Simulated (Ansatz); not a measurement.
Run report: Ni, single-point calculation

System: Ni (Fmmm, 5 atoms in the cell).
Method: DFT PBE, scalar-relativistic, plane waves, PAW, spin-polarised (Ansatz 0.2.0).

The structure derives from a Materials Project entry. It belongs to a series of runs on one base structure; here: band edges of the strained film's bulk. Figures and captions count atoms from 1; the log counts them from 0 in places.

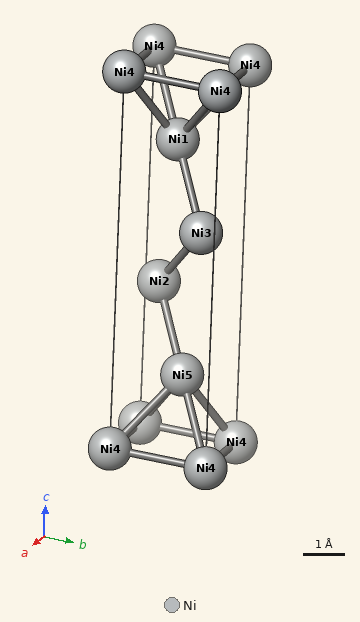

Fig. 1: The input geometry (ball-and-stick view of the reduced cell, seen slightly off an axis; atoms are numbered from 1 in the order of the input). An atom can appear more than once, as a periodic image.

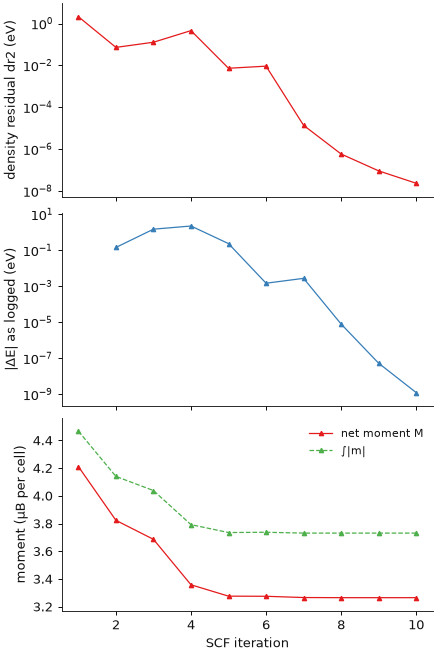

Fig. 2: Convergence of the self-consistent field: density residual dr2, size of the energy change and magnetic moment against the SCF iteration. The residual comes down, with one marked jump up, by a factor of about 4, at step 4. The net moment goes from 4.2 to 3.3 μB per cell.

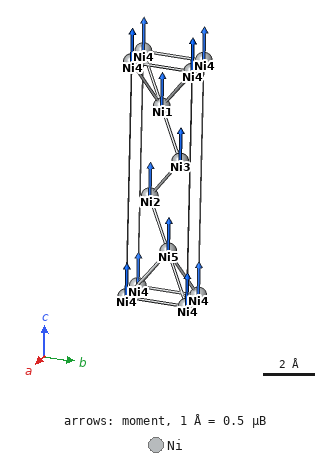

Fig. 3: Magnetic moments of the sites as blue arrows (ball-and-stick view of the reduced cell, seen slightly off an axis; atoms are numbered from 1 in the order of the input); small moments hardly show. The run is collinear, so the axis drawn is arbitrary. Site moments: all 5 Ni atoms (0.69 μB). They are counted near the atoms and needn't add up to the moment of the cell.

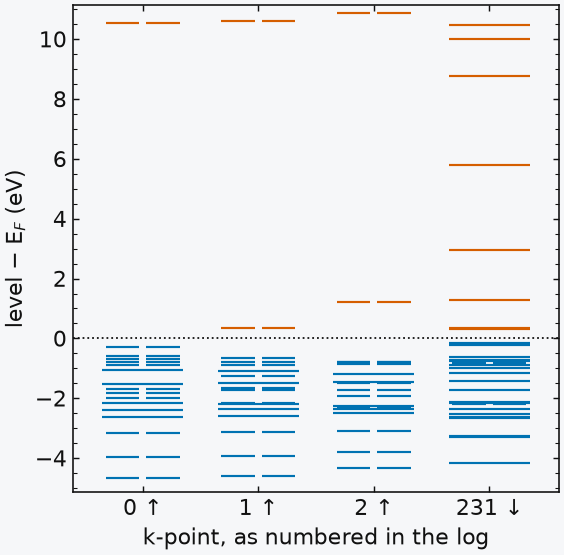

Fig. 4: Kohn–Sham levels near the Fermi level (dotted) at the few k-points that the log prints; levels within 0.02 eV of each other stand side by side. The system is metallic on the full mesh.

The input and output of the run follow.

### Input
```yaml
crystal:
  lattice:
    - [3.5566632851, 0.0, -1.0e-10]
    - [-1.7783316425, 9.2404822727, 0.0]
    - [-1.7783316425, 0.0, 1.6983899179]
  atoms:
    - { symbol: Ni, position: [0.4, 0.8, 0.0], spin: 0.76 }
    - { symbol: Ni, position: [0.2, 0.4, 0.0], spin: 0.76 }
    - { symbol: Ni, position: [0.8, 0.6, 0.0], spin: 0.76 }
    - { symbol: Ni, position: [0.0, 0.0, 0.0], spin: 0.76 }
    - { symbol: Ni, position: [0.6, 0.2, 0.0], spin: 0.76 }
basis:
  ecutwfc: 420
kpoints:
  mp_grid: { grid: [10, 4, 20] }
hamiltonian:
  xc: pbe
scf:
  occupations: { method: gaussian, width: 0.1 }
output:
  forces: true
  stress: true
  eigenvalues: true
  populations: true
magnetization:
  spin_polarized: true
```

Run as:
```bash
ansatz run input.yaml --threads 8 --pin off --max-ram 28672MiB --backend cpu --events-out ev --progress --plain --runs-dir out
```

### What the program printed
```
Warning: crystal.symmetry: narrowed to the stabiliser of the k-point mesh — unitary ops 40 → 20; excluded 20 operations that carry a point of the 10×4×20 mesh (shift [0, 0, 0]) off the mesh (the run samples exactly the mesh kpoints.mp_grid names, as under crystal.symmetry.detect: false, and its converged state has the mesh's symmetry, not the crystal's; ε∞, the Born charges and the force constants of a linear response (`dielectric:` by the response, `phonons.method: dfpt`) are averaged over those of the crystal's operations that the state keeps within a tolerance, where `mesh_tensors`, `unaveraged_element` or `gamma_mean_max_change_ev_ang2` stands beside them; a row that `dielectric.field_direction` solves alone is averaged likewise, with nothing beside; a Γ-centred mesh of equal divisions is mapped onto itself by every operation and keeps the whole group, as does a half-shifted one under kpoints.further_shifts: images)
Engine: ansatz 0.2.0, x86_64-unknown-linux-gnu
Pseudopotentials: kind: paw
Pseudopotential: Ni, paw, valence charge 18, recommended cutoff 420 eV (normal), Ni.paw.azcp
Functional definition: PBE
  parameter kappa = 0.804
  parameter beta = 0.06672455060314922
  exchange = pbe_x(kappa = kappa, mu = beta*pi^2/3)
  correlation = pbe_c(beta = beta)
Crystal: 5 atoms, lattice volume = 55.818 Å³
Basis set: ecut = 420 eV, 1083 PW (Γ), exchange–correlation on 48×128×36 points (8 copies of the dense FFT grid, shifted against one another)
Bands: 57, of which v1, the nominal top of the filled ones, is band 45 counted from 1 (44 counted from 0)
Symmetry: 20 space group operations
k-points: 232 of 800
Non-local potential: Ni, projectors of the file, l = 0: 3, l = 1: 2, l = 2: 3, l = 3: 1
PAW form: soft (Blöchl's): semilocal exchange-correlation on the pseudo side does not see the compensation charge
PAW one-centre angular grid: Ni, 590 points (default); XC on 64 Gauss nodes
Initial density: superposition of atomic densities (chi_scale 0.1, normalization cell)
Starting moments: Σ|m| = 3.8 μB on 5 of 5 sites
Initial wavefunctions: pseudopotential atomic-orbital guess
Functional: x = pbe(κ = 0.804, μ = 0.2195149727645171), c = pbe(β = 0.06672455060314922)
iter 1 solved again at ethr=2.36e-3 eV; its pass at ethr=3.10e-3 eV (dr2=2.12e0 eV) is discarded
SCF iter   1: F=—  HF=-29194.636479 eV  |F-HF|=—  |Δ(HF+E_count)|=         —  Δρ=7.38e-2 (↑9.87e-3 ↓7.38e-2)  dr2=2.12e0  dr2_m=6.22e-1  M=4.211 μB ∫|m|=4.467 μB  β_m=0.30  ethr=2.36e-3  ⟨swp⟩=1.8  Hψ=111462  notcnv=0
Mixer restart at iter 1: flushing history
preconditioner: auto → Kerker (q_TF=auto, 2.954 Å⁻¹)  [metal: Δε(μ)=0.001 eV  Ē_g=8.756 eV  σ=0.100 eV  W_gap=0.00  n_scr=24 (ndim 8)  ℏωp=35.1 eV  f_vac=0.000  D(μ)=8.76/eV (n_scr^D=134)]
spin=Collinear: Kerker preconditioning applied to the charge; magnetization (m = ρ↑ − ρ↓) channel mixes plain (no charge-response kernel on spin).
SCF iter   2: F=—  HF=-29194.489487 eV  |F-HF|=—  |Δ(HF+E_count)|=   1.47e-1  Δρ=2.34e-2 (↑2.34e-2 ↓1.50e-2)  dr2=7.26e-2  dr2_m=1.18e-1  M=3.823 μB ∫|m|=4.140 μB  β_m=0.31  ethr=2.36e-3  ⟨swp⟩=2.1  Hψ=40927  notcnv=0
SCF iter   3: F=—  HF=-29196.011375 eV  |F-HF|=—  |Δ(HF+E_count)|=    1.52e0  Δρ=1.87e-2 (↑1.87e-2 ↓1.06e-2)  dr2=1.28e-1  dr2_m=3.06e-2  M=3.686 μB ∫|m|=4.038 μB  β_m=0.65  ethr=8.07e-5  ⟨swp⟩=2.0  Hψ=46002  notcnv=0  defer=1548
SCF iter   4: F=—  HF=-29198.291062 eV  |F-HF|=—  |Δ(HF+E_count)|=    2.28e0  Δρ=2.46e-2 (↑1.32e-2 ↓2.46e-2)  dr2=4.59e-1  dr2_m=2.17e-2  M=3.358 μB ∫|m|=3.792 μB  β_m=0.83  ethr=8.07e-5  ⟨swp⟩=2.1  Hψ=48489  notcnv=0  defer=1556
SCF iter   5: F=—  HF=-29198.531354 eV  |F-HF|=—  |Δ(HF+E_count)|=   2.40e-1  Δρ=3.57e-3 (↑1.41e-3 ↓3.57e-3)  dr2=7.32e-3  dr2_m=1.88e-3  M=3.276 μB ∫|m|=3.735 μB  β_m=0.91  ethr=8.07e-5  ⟨swp⟩=2.0  Hψ=50696  notcnv=0  defer=1740
SCF iter   6: F=—  HF=-29198.532862 eV  |F-HF|=—  |Δ(HF+E_count)|=   1.51e-3  Δρ=3.48e-3 (↑1.67e-3 ↓3.48e-3)  dr2=9.22e-3  dr2_m=5.33e-4  M=3.275 μB ∫|m|=3.737 μB  β_m=0.96  ethr=8.13e-6  ⟨swp⟩=1.2  Hψ=32014  notcnv=0  defer=1740
SCF iter   7: F=—  HF=-29198.535671 eV  |F-HF|=—  |Δ(HF+E_count)|=   2.81e-3  Δρ=1.48e-4 (↑8.83e-5 ↓1.48e-4)  dr2=1.38e-5  dr2_m=9.71e-7  M=3.266 μB ∫|m|=3.731 μB  β_m=0.98  ethr=8.13e-6  ⟨swp⟩=2.0  Hψ=37468  notcnv=0  defer=1740
SCF iter   8: F=—  HF=-29198.535679 eV  |F-HF|=—  |Δ(HF+E_count)|=   8.12e-6  Δρ=3.49e-5 (↑2.02e-5 ↓3.49e-5)  dr2=5.89e-7  dr2_m=1.61e-7  M=3.265 μB ∫|m|=3.731 μB  β_m=0.99  ethr=1.54e-8  ⟨swp⟩=2.1  Hψ=43882  notcnv=0  defer=1740
SCF iter   9: F=—  HF=-29198.535679 eV  |F-HF|=—  |Δ(HF+E_count)|=   5.39e-8  Δρ=1.54e-5 (↑5.23e-6 ↓1.54e-5)  dr2=9.22e-8  dr2_m=3.29e-8  M=3.265 μB ∫|m|=3.731 μB  β_m=0.99  ethr=6.54e-10  ⟨swp⟩=2.3  Hψ=45937  notcnv=0  defer=1740
SCF iter  10: F=-29198.535679 eV  HF=-29198.535679 eV  |F-HF|=1.49e-8  |Δ(HF+E_count)|=   1.26e-9  Δρ=5.64e-6 (↑2.73e-6 ↓5.64e-6)  dr2=2.36e-8  dr2_m=1.35e-9  M=3.265 μB ∫|m|=3.731 μB  ethr=1.02e-10  ⟨swp⟩=7.2  Hψ=107036  notcnv=0
SCF 1 converged in 10 iterations: F = -29198.535679 eV  dr2 = 2.36e-8
  greatest PAW one-centre occupation: 1.001 electrons in one spin orbital (limit 2), on the Ni atom at site 4 (counted from 0), in its partial waves of l = 1
SCF converged after 10 iterations
Magnetization: 3.2655 μB (46.6327 up, 43.3673 down)
Absolute magnetization: 3.7348 μB (∫|ρ↑−ρ↓|, with the PAW one-centre terms)
Spin contamination: 0.0381 ħ² per cell (⟨S²⟩ above its minimum at these occupations)
Per-site moments (μB) at R_I (Å): [(0.69464575289303, 1.0143635634876387), (0.6946457528930297, 1.0143635634876387), (0.6946457528930292, 1.0143635634876387), (0.69464575289303, 1.0143635634876387), (0.6946457528930302, 1.0143635634876387)]
Free energy (F): -29198.535679 eV
Harris-Foulkes:  -29198.535679 eV  (|F-HF|=1.49e-8)
Internal energy: -29198.490031 eV  (E = F + TS)
E sigma→0 (E₀):  -29198.512855 eV
Entropy (-TS):   -0.045648 eV (-9.130 meV/atom)
Fermi energy:    17.601153 eV
--- Per-component energies (eV) ---
  E_band       = -1468.792802
  E_kinetic    = 1408.053068
  E_local      = -17399.466569  (includes V_loc(G=0)·N_el)
  E_nonlocal   = 3179.171637
  E_hartree    = 7257.985529
  E_xc         = -422.696658
  E_vxc        = -544.974486  (∫ρ·V_xc dr)
  E_paw        = -8149.460368  (= ΣΔE_a)
  E_vpaw       = -2627.575862  (= ΣTr[D̂ρ^β])
  E_aug_tail   = 0.002494  (compensation charges beyond the density's cutoff)
  E_ewald      = -15072.079165
  E_smearing   = -0.045648  (= −TS)
  E_closure    = 0.000000  (closes the sum)
  Σ components = -29198.535679   (vs F -29198.535679, Δ=0.00e0)
--- Forces (eV/Å), atoms counted from 1 ---
  atom   1  Ni     0.00000000    -0.00000000     0.00000000
  atom   2  Ni     0.00000000     0.00000000     0.00000000
  atom   3  Ni     0.00000000    -0.00000000     0.00000000
  atom   4  Ni     0.00000000    -0.00000000     0.00000000
  atom   5  Ni     0.00000000     0.00000000     0.00000000
  max |Σ_I F_I| component: 7.57e-26 eV/Å
--- Stress (GPa, compression-positive) ---
       -3.426155       0.059802       0.000000
        0.059802      -9.343063       0.000000
        0.000000       0.000000      -0.000399
  P = ⅓ Tr σ = -4.2565 GPa (-42.565 kbar)
--- Band table (eV; the first three rows and the last of 464) ---
  k-point 0 ↑: bands = ["-86.0408", "-86.0290", "-86.0290", "-86.0098", "-86.0098", "-46.4889", "-46.4889", "-46.3890", "-46.3890", "-46.3555", "-46.3555", "-46.3519", "-46.3519", "-46.3268", "-46.3268", "-46.3260", "-46.3132", "-46.3132", "-46.3091", "-46.2893", "8.6566", "10.4420", "10.4420", "12.9296", "12.9296", "13.6493", "13.6493", "14.4403", "14.4403", "14.9642", "15.2061", "15.4475", "15.6184", "15.6184", "15.7796", "15.7796", "15.9040", "15.9040", "16.0896", "16.5597", "16.7081", "16.7081", "16.8126", "16.8126", "16.9144", "16.9144", "17.0002", "17.0002", "17.3107", "17.3107", "28.1341", "28.1341", "33.8007", "33.8007", "33.8853", "33.8853", "37.8189"]
  k-point 1 ↑: bands = ["-86.0397", "-86.0282", "-86.0282", "-86.0096", "-86.0096", "-46.4871", "-46.4871", "-46.3927", "-46.3927", "-46.3588", "-46.3588", "-46.3524", "-46.3524", "-46.3297", "-46.3297", "-46.3279", "-46.3132", "-46.3132", "-46.3117", "-46.2943", "8.7964", "10.5655", "10.5655", "13.0154", "13.0154", "13.6859", "13.6859", "14.4577", "14.4577", "15.0029", "15.2363", "15.3949", "15.4579", "15.4579", "15.8921", "15.8921", "15.9597", "15.9597", "16.1088", "16.3381", "16.3381", "16.5228", "16.7032", "16.7032", "16.8098", "16.8098", "16.9563", "16.9563", "17.9601", "17.9601", "28.2160", "28.2160", "32.8590", "32.8590", "33.2400", "33.2400", "36.7248"]
  k-point 2 ↑: bands = ["-86.0365", "-86.0259", "-86.0259", "-86.0089", "-86.0089", "-46.4816", "-46.4816", "-46.4026", "-46.4026", "-46.3687", "-46.3687", "-46.3537", "-46.3537", "-46.3380", "-46.3380", "-46.3334", "-46.3190", "-46.3140", "-46.3140", "-46.3088", "9.2101", "10.9266", "10.9266", "13.2573", "13.2573", "13.7964", "13.7964", "14.5031", "14.5031", "15.1186", "15.2432", "15.2963", "15.2963", "15.3270", "15.6888", "15.6888", "15.8659", "15.8659", "16.1222", "16.1222", "16.1598", "16.4232", "16.7513", "16.7513", "16.8017", "16.8017", "16.8230", "16.8230", "18.8337", "18.8337", "28.4676", "28.4676", "31.1526", "31.1526", "31.9018", "31.9018", "34.8399"]
  k-point 231 ↓: bands = ["-85.1503", "-85.1467", "-85.1407", "-85.1347", "-85.1311", "-45.6074", "-45.6059", "-45.5988", "-45.5786", "-45.5781", "-45.5629", "-45.5623", "-45.5367", "-45.5362", "-45.5223", "-45.5111", "-45.5042", "-45.4989", "-45.4986", "-45.4953", "11.5873", "12.3052", "13.4310", "14.3202", "14.3567", "14.9355", "14.9776", "15.0727", "15.2387", "15.4032", "15.4121", "15.4408", "15.4708", "15.8749", "16.1810", "16.4546", "16.6043", "16.7109", "16.7779", "16.7944", "16.8494", "16.8724", "16.9897", "17.3677", "17.4633", "17.9201", "17.9583", "18.8701", "20.5559", "23.4023", "26.3812", "27.6187", "28.0888", "29.3688", "29.7187", "29.8557", "31.1678"]
--- Löwdin populations: 5 sites ---
  site symbol       q [e]    m [muB]
     0     Ni     17.7778     0.6842
     1     Ni     17.7778     0.6842
     2     Ni     17.7778     0.6842
     3     Ni     17.7778     0.6842
     4     Ni     17.7778     0.6842
  spilling = 0.012347 (of n_electrons = 90.000000)
```

### File populations.tsv
```
# site	symbol	l	j	q_up	q_dn
# orbitals = lowdin
# n_electrons = 90.000000
# spilling = 0.012347
0	Ni	0_3S	-	0.998118	0.998189
0	Ni	0_4S	-	0.472641	0.484817
0	Ni	1_3P	-	2.999121	2.999086
0	Ni	2_3D	-	4.761083	4.064697
1	Ni	0_3S	-	0.998118	0.998189
1	Ni	0_4S	-	0.472641	0.484817
1	Ni	1_3P	-	2.999121	2.999086
1	Ni	2_3D	-	4.761083	4.064697
2	Ni	0_3S	-	0.998118	0.998189
2	Ni	0_4S	-	0.472641	0.484817
2	Ni	1_3P	-	2.999121	2.999086
2	Ni	2_3D	-	4.761083	4.064697
3	Ni	0_3S	-	0.998118	0.998189
3	Ni	0_4S	-	0.472641	0.484817
3	Ni	1_3P	-	2.999121	2.999086
3	Ni	2_3D	-	4.761083	4.064697
4	Ni	0_3S	-	0.998118	0.998189
4	Ni	0_4S	-	0.472641	0.484817
4	Ni	1_3P	-	2.999121	2.999086
4	Ni	2_3D	-	4.761083	4.064697
```

### Results in brief

```csv
quantity,value
outcome,converged
space group (tolerance 0.01 Å),Fmmm (69)
electrons treated,90
free energy,−29198.5357 eV
Fermi energy,17.601 eV
gap on the k-point mesh,none (metallic)
net moment of the cell,3.27 μB
integrated absolute moment,3.73 μB
pressure,−4.26 GPa
largest force (length of the vector),under 0.001 eV/Å
hardware,"8 threads of Intel Xeon @ 2.50GHz (Skylake/Cascade Lake), 192 GiB of memory available, shared host"
wall time,28 s (CPU time 3.1 min)
peak memory,1.4 GiB
```

### Remarks

Warnings of the run: the k-point mesh lowers the symmetry that the run can use.
